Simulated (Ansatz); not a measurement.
# Run report: Al, geometry relaxation (part 1 of 2)

- system: Al (P6₃/mmc, 4 atoms in the cell)
- method: DFT r2SCAN, scalar-relativistic, plane waves, PAW, no spin polarisation (Ansatz 0.2.0)

The structure derives from a Materials Project entry. Figures and captions count atoms from 1; the log counts them from 0 in places.

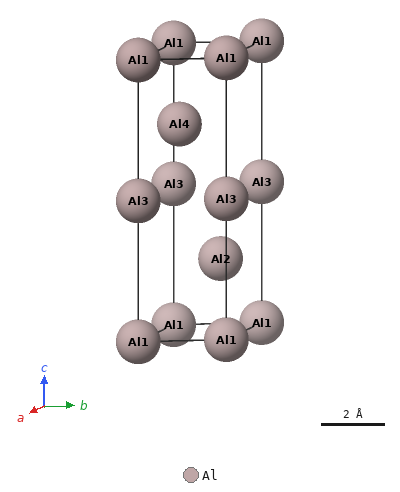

**Figure 1.** The structure as given in the input (spheres-only view of the cell of the calculation, seen slightly off an axis; atoms are numbered from 1 in the order of the input). An atom can appear more than once, as a periodic image.

### Input
```yaml
crystal:
  lattice:
    - [2.8270770242, 0.0, 0.0]
    - [-1.4135385121, 2.4483205214, 0.0]
    - [0.0, 0.0, 9.18599307]
  atoms:
    - { symbol: Al, position: [0.0, 0.0, 0.0] }
    - { symbol: Al, position: [0.33333333, 0.66666667, 0.25] }
    - { symbol: Al, position: [0.0, 0.0, 0.5] }
    - { symbol: Al, position: [0.66666667, 0.33333333, 0.75] }
basis:
  ecutwfc: 500
kpoints:
  mp_grid: { grid: [18, 18, 6] }
hamiltonian:
  xc: r2scan
scf:
  occupations: { method: gaussian, width: 0.1 }
output:
  forces: true
  stress: true
  eigenvalues: true
  write_density: true
  write_potential: true
  elf: true
  volumetric_format: npy
relax:
  adjacent_minimum: "off"
  f_tol: 0.005
  max_steps: 80
  cell: { stress_tol: 0.05 }
```

Command:
```bash
ansatz run input.yaml --threads 2 --pin off --max-ram 5120MiB --backend cpu --events-out ev --progress --plain --runs-dir out
```

### What the program printed
```
Engine: ansatz 0.2.0, x86_64-unknown-linux-gnu
Pseudopotentials: kind: paw
Pseudopotential: Al, paw, valence charge 3, recommended cutoff 500 eV (meta_gga), Al.paw.azcp
Functional definition: r2SCAN
  parameter k0 = 0.174
  parameter k1 = 0.065
  parameter a1 = 4.9479
  exchange = r2scan_x(k0 = k0, k1 = k1, a1 = a1)
  correlation = r2scan_c
Crystal: 4 atoms, lattice volume = 63.582 Å³
Basis set: ecut = 500 eV, 1593 PW (Γ), exchange–correlation on 96×96×288 points (64 copies of the dense FFT grid, shifted against one another)
Bands: 10, of which v1, the nominal top of the filled ones, is band 6 counted from 1 (5 counted from 0)
Symmetry: 24 space group operations
Space group: P63/mmc (ITA 194), of the structure as read, at distance tolerance 4.0e-5 Å
k-points: 148 of 1944
Non-local potential: Al, projectors of the file, l = 0: 2, l = 1: 2, l = 2: 1
PAW form: soft (Blöchl's): semilocal exchange-correlation on the pseudo side does not see the compensation charge
PAW frozen core: Al, regenerated for the run's functional (the file was generated under x = pbe(κ = 0.804, μ = 0.2195149727645171), c = pbe(β = 0.06672455060314922))
PAW one-centre angular grid: Al, 302 points (default); XC on 160 Gauss nodes
Initial density: superposition of atomic densities (neutral atoms: chi_scale 0, normalization atom), corrected by the library's trained network
Initial wavefunctions: pseudopotential atomic-orbital guess
Functional: x = r2scan, c = r2scan; τ floored in thin density (d = 2e-4 eV/Å³)
SCF iter   1: F=—  HF=-2161.556468 eV  |F-HF|=—  |Δ(HF+E_count)|=         —  Δρ=3.40e-3  dr2=7.65e-3  dr2_τ=1.96e-2  ethr=1.77e-3  ⟨swp⟩=7.1  Hψ=12768  notcnv=0
preconditioner: auto → none  [metal: Δε(μ)=0.014 eV  Ē_g=8.014 eV  σ=0.100 eV  W_gap=0.08  n_scr=6 (ndim 8)  ℏωp=16.1 eV  f_vac=0.000  D(μ)=1.56/eV (n_scr^D=6)  sad-step TF]
SCF iter   2: F=—  HF=-2161.583968 eV  |F-HF|=—  |Δ(HF+E_count)|=   2.75e-2  Δρ=2.88e-3  dr2=5.69e-3  dr2_τ=1.61e-5  ethr=6.38e-5  ⟨swp⟩=2.0  Hψ=4095  notcnv=0  defer=56
SCF iter   3: F=—  HF=-2161.582854 eV  |F-HF|=—  |Δ(HF+E_count)|=   1.11e-3  Δρ=4.48e-4  dr2=1.39e-4  dr2_τ=4.71e-6  ethr=4.74e-5  ⟨swp⟩=1.0  Hψ=1424  notcnv=0  defer=56
SCF iter   4: F=—  HF=-2161.582854 eV  |F-HF|=—  |Δ(HF+E_count)|=   8.13e-8  Δρ=2.09e-4  dr2=3.26e-5  dr2_τ=4.69e-7  ethr=1.16e-6  ⟨swp⟩=2.2  Hψ=2120  notcnv=0  defer=56
SCF iter   5: F=—  HF=-2161.582863 eV  |F-HF|=—  |Δ(HF+E_count)|=   8.57e-6  Δρ=8.18e-5  dr2=8.88e-6  dr2_τ=9.55e-8  ethr=2.72e-7  ⟨swp⟩=2.0  Hψ=2083  notcnv=0  defer=56
SCF iter   6: F=—  HF=-2161.582862 eV  |F-HF|=—  |Δ(HF+E_count)|=   8.85e-7  Δρ=1.62e-5  dr2=1.99e-7  dr2_τ=6.41e-10  ethr=7.40e-8  ⟨swp⟩=2.1  Hψ=2099  notcnv=0  defer=56
SCF iter   7: F=-2161.582862 eV  HF=-2161.582862 eV  |F-HF|=7.81e-10  |Δ(HF+E_count)|=   5.63e-8  Δρ=2.18e-6  dr2=2.77e-9  dr2_τ=3.15e-11  ethr=8.33e-10  ⟨swp⟩=8.5  Hψ=9363  notcnv=0
SCF 1 converged in 7 iterations: F = -2161.582862 eV  dr2 = 2.77e-9
  greatest PAW one-centre occupation: 0.442 electrons in one spin orbital (limit 2), on the Al atom at site 2 (counted from 0), in its partial waves of l = 0
relax step   1: F+E_penalty+E_count = -2161.58286163 eV  Δ(F+E_penalty+E_count) = +0.000e0 eV  max|allowed force component| = 3.701e-17 eV/Å  Δτ_max = 0.0000 Å  P = +0.451 GPa  Ω = 63.582 Å³  (7 SCF iters, dr2 threshold 1.00e-7 eV, accepted)
Crystal: 4 atoms, lattice volume = 63.967 Å³
Basis set: ecut = 500 eV, 1605 PW (Γ), exchange–correlation on 96×96×288 points (64 copies of the dense FFT grid, shifted against one another)
Initial density: handed on by an earlier stage of this run
Initial wavefunctions: those handed on with the density
iter 1 solved again at ethr=8.25e-7 eV; its pass at ethr=3.10e-3 eV (dr2=9.91e-5 eV) is discarded
SCF iter   1: F=—  HF=-2161.584173 eV  |F-HF|=—  |Δ(HF+E_count)|=         —  Δρ=3.42e-4  dr2=8.96e-5  dr2_τ=1.32e-5  ethr=8.25e-7  ⟨swp⟩=2.3  Hψ=11809  notcnv=0
preconditioner: auto → none  [metal: Δε(μ)=0.014 eV  Ē_g=7.993 eV  σ=0.100 eV  W_gap=0.08  n_scr=6 (ndim 8)  ℏωp=16.1 eV  f_vac=0.000  D(μ)=1.59/eV (n_scr^D=6)]
SCF iter   2: F=—  HF=-2161.584145 eV  |F-HF|=—  |Δ(HF+E_count)|=   2.89e-5  Δρ=1.57e-4  dr2=1.85e-5  dr2_τ=4.65e-8  ethr=7.47e-7  ⟨swp⟩=2.0  Hψ=2369  notcnv=0
SCF iter   3: F=—  HF=-2161.584138 eV  |F-HF|=—  |Δ(HF+E_count)|=   6.78e-6  Δρ=2.27e-5  dr2=1.43e-6  dr2_τ=5.34e-9  ethr=1.54e-7  ⟨swp⟩=1.7  Hψ=2072  notcnv=0
SCF iter   4: F=-2161.584137 eV  HF=-2161.584137 eV  |F-HF|=3.64e-8  |Δ(HF+E_count)|=   3.96e-7  Δρ=5.67e-6  dr2=5.28e-8  dr2_τ=3.92e-10  ethr=3.33e-9  ⟨swp⟩=9.0  Hψ=11427  notcnv=0
SCF 2 converged in 4 iterations: F = -2161.584137 eV  dr2 = 5.28e-8
  Residual-converged pass: ⟨swp⟩=1.0  Hψ=2073  notcnv=0  max |occ|·‖R‖ = 7.0e-9 eV (tolerance 1.0e-8 eV)  dr2=5.28e-8  dr2_τ=3.92e-10  dr2_onsite=1.34e-8  max |Δocc| = 5.4e-10
  greatest PAW one-centre occupation: 0.441 electrons in one spin orbital (limit 2), on the Al atom at site 2 (counted from 0), in its partial waves of l = 0
relax step   2: F+E_penalty+E_count = -2161.58413735 eV  Δ(F+E_penalty+E_count) = -1.276e-3 eV  max|allowed force component| = 1.243e-17 eV/Å  Δτ_max = 0.0000 Å  P = -0.110 GPa  Ω = 63.967 Å³  energy of the carried Pulay correction = -7.697e-6 eV  (4 SCF iters, dr2 threshold 4.00e-7 eV, accepted)
Crystal: 4 atoms, lattice volume = 63.926 Å³
iter 1 solved again at ethr=3.57e-7 eV; its pass at ethr=3.10e-3 eV (dr2=4.29e-5 eV) is discarded
SCF iter   1: F=—  HF=-2161.584399 eV  |F-HF|=—  |Δ(HF+E_count)|=         —  Δρ=2.21e-4  dr2=3.82e-5  dr2_τ=6.59e-7  ethr=3.57e-7  ⟨swp⟩=2.4  Hψ=11633  notcnv=0
preconditioner: auto → none  [metal: Δε(μ)=0.017 eV  Ē_g=7.999 eV  σ=0.100 eV  W_gap=0.10  n_scr=6 (ndim 8)  ℏωp=16.1 eV  f_vac=0.000  D(μ)=1.55/eV (n_scr^D=6)]
SCF iter   2: F=—  HF=-2161.584392 eV  |F-HF|=—  |Δ(HF+E_count)|=   7.35e-6  Δρ=9.45e-5  dr2=6.89e-6  dr2_τ=2.45e-9  ethr=3.18e-7  ⟨swp⟩=1.0  Hψ=1480  notcnv=0
SCF iter   3: F=-2161.584390 eV  HF=-2161.584390 eV  |F-HF|=8.72e-8  |Δ(HF+E_count)|=   1.73e-6  Δρ=6.73e-6  dr2=1.11e-7  dr2_τ=3.77e-10  ethr=1.18e-9  ⟨swp⟩=6.3  Hψ=8734  notcnv=0
SCF 3 converged in 3 iterations: F = -2161.584390 eV  dr2 = 1.11e-7
relax step   3: F+E_penalty+E_count = -2161.58439010 eV  Δ(F+E_penalty+E_count) = -2.528e-4 eV  max|allowed force component| = 2.082e-17 eV/Å  Δτ_max = 0.0000 Å  P = -0.056 GPa  Ω = 63.926 Å³  energy of the carried Pulay correction = -6.710e-6 eV  (3 SCF iters, dr2 threshold 1.41e-7 eV, accepted)
Crystal: 4 atoms, lattice volume = 63.887 Å³
iter 1 solved again at ethr=3.18e-9 eV; its pass at ethr=3.10e-3 eV (dr2=3.81e-7 eV) is discarded
SCF iter   1: F=—  HF=-2161.584399 eV  |F-HF|=—  |Δ(HF+E_count)|=         —  Δρ=2.01e-5  dr2=3.69e-7  dr2_τ=1.26e-7  ethr=3.18e-9  ⟨swp⟩=2.1  Hψ=11775  notcnv=0
preconditioner: auto → none  [metal: Δε(μ)=0.018 eV  Ē_g=8.002 eV  σ=0.100 eV  W_gap=0.10  n_scr=6 (ndim 8)  ℏωp=16.1 eV  f_vac=0.000  D(μ)=1.55/eV (n_scr^D=6)]
SCF iter   2: F=—  HF=-2161.584398 eV  |F-HF|=—  |Δ(HF+E_count)|=   1.85e-7  Δρ=1.07e-5  dr2=9.32e-8  dr2_τ=7.10e-10  ethr=3.07e-9  ⟨swp⟩=2.4  Hψ=2309  notcnv=0
SCF iter   3: F=—  HF=-2161.584398 eV  |F-HF|=—  |Δ(HF+E_count)|=   3.67e-8  Δρ=4.27e-6  dr2=3.08e-8  dr2_τ=1.64e-10  ethr=7.76e-10  ⟨swp⟩=2.1  Hψ=2143  notcnv=0
SCF iter   4: F=-2161.584398 eV  HF=-2161.584398 eV  |F-HF|=3.82e-11  |Δ(HF+E_count)|=   1.10e-8  Δρ=4.08e-7  dr2=1.32e-10  dr2_τ=1.27e-12  ethr=8.26e-11  ⟨swp⟩=5.1  Hψ=7741  notcnv=0
SCF 4 converged in 4 iterations: F = -2161.584398 eV  dr2 = 1.32e-10
relax step   4: F+E_penalty+E_count = -2161.58439841 eV  Δ(F+E_penalty+E_count) = -8.307e-6 eV  max|allowed force component| = 3.730e-17 eV/Å  Δτ_max = 0.0000 Å  P = -0.001 GPa  Ω = 63.887 Å³  energy of the carried Pulay correction = -5.907e-6 eV  (4 SCF iters, dr2 threshold 9.92e-9 eV, accepted)
Initial wavefunctions: pseudopotential atomic-orbital guess (no wavefunctions were taken with the density)
iter 1 solved again at ethr=7.75e-8 eV; its pass at ethr=3.10e-3 eV (dr2=9.30e-6 eV) is discarded
SCF iter   1: F=—  HF=-2161.584404 eV  |F-HF|=—  |Δ(HF+E_count)|=         —  Δρ=5.92e-6  dr2=6.24e-10  dr2_τ=2.56e-10  ethr=7.75e-8  ⟨swp⟩=3.0  Hψ=16903  notcnv=0
eigensolver tolerance schedule: the retry pair's looser diagonalisation over-reported the residual by 14909.98 of it (diagonalisation noise at 0.59 of the residual, at the tolerance the schedule requests for it); recorded, not acted on — ethr = c·dr2/N_el stays at c = 1.0e-1
SCF iter   2: F=—  HF=-2161.584404 eV  |F-HF|=—  |Δ(HF+E_count)|=   4.30e-7  Δρ=2.96e-6  dr2=1.42e-10  dr2_τ=3.00e-10  ethr=5.20e-12  ⟨swp⟩=2.5  Hψ=2553  notcnv=0
SCF iter   3: F=-2161.584404 eV  HF=-2161.584404 eV  |F-HF|=5.87e-11  |Δ(HF+E_count)|=   1.40e-8  Δρ=2.51e-7  dr2=3.20e-11  dr2_τ=1.89e-12  ethr=1.00e-12  ⟨swp⟩=6.2  Hψ=7599  notcnv=0
SCF 5 converged in 3 iterations: F = -2161.584404 eV  dr2 = 3.20e-11
relax step   5: F+E_penalty+E_count = -2161.58440399 eV  Δ(F+E_penalty+E_count) = -5.582e-6 eV  max|allowed force component| = 3.643e-17 eV/Å  Δτ_max = 0.0000 Å  P = -0.001 GPa  Ω = 63.887 Å³  stress off target by 5.18e-3 GPa  SCF on the basis re-selected at this cell (its energy is not comparable with the rows above)  (3 SCF iters)
```

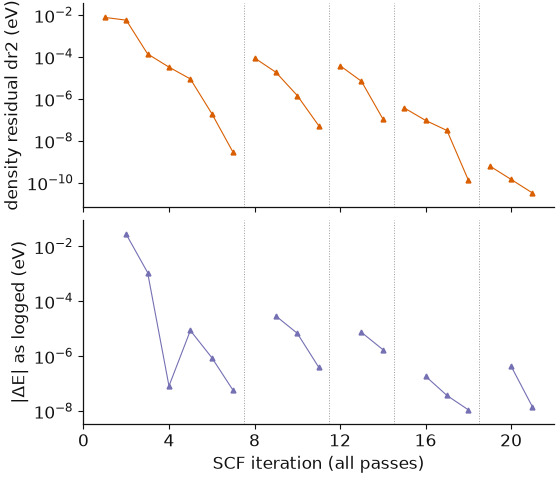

**Figure 2.** Convergence of the self-consistent field: density residual dr2 and size of the energy change against the SCF iteration. The dotted lines part the SCF passes of the relaxation: geometry steps, rejected trials and re-solves on a re-selected basis. The 5 passes take 3 to 7 iterations each, 21 in all.

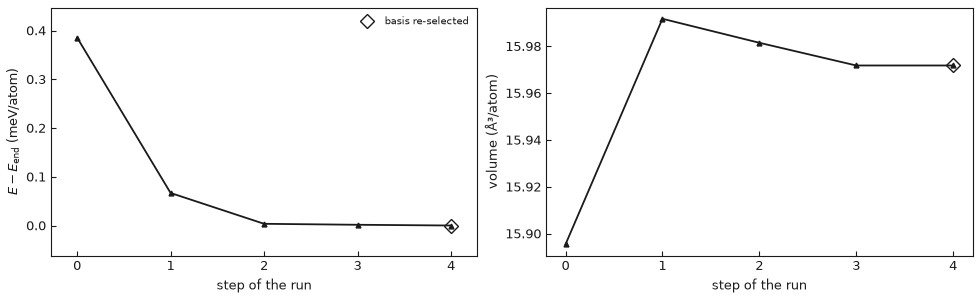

**Figure 3.** Progress of the relaxation, step by step (the first geometry is step 0 here and step 1 in the log).

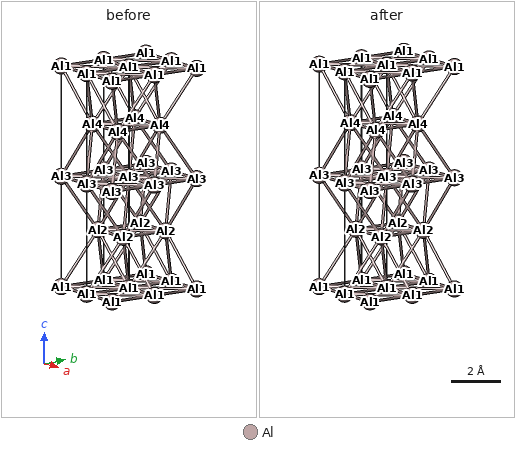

**Figure 4.** Before (left) and after (right) the relaxation, at one scale (ball-and-stick view of the cell of the calculation, repeated 2 × 2 × 1, seen slightly off an axis). The atoms keep their places relative to the cell (all moves are under 0.005 Å). The drawn cell changes as follows: a = b 2.827 → 2.822 Å (−0.2 %), c 9.186 → 9.262 Å (+0.8 %); the volume changes by +0.5 %. Among the contacts that change: Al1–Al2 2.817 → 2.831 Å, Al1–Al1 2.827 → 2.822 Å. The space group stays P6_3/mmc (No. 194). Over 3 geometry steps the energy falls by 0.4 meV per atom. All forces vanish by symmetry, so only the cell relaxes. Pressure: 0.45 GPa at the start and 0.00 GPa at the end. A last SCF at the same geometry on a re-selected plane-wave basis shifts the energy by next to nothing (0.0 meV per atom). (Atoms are counted from 1 in the order of the input.)
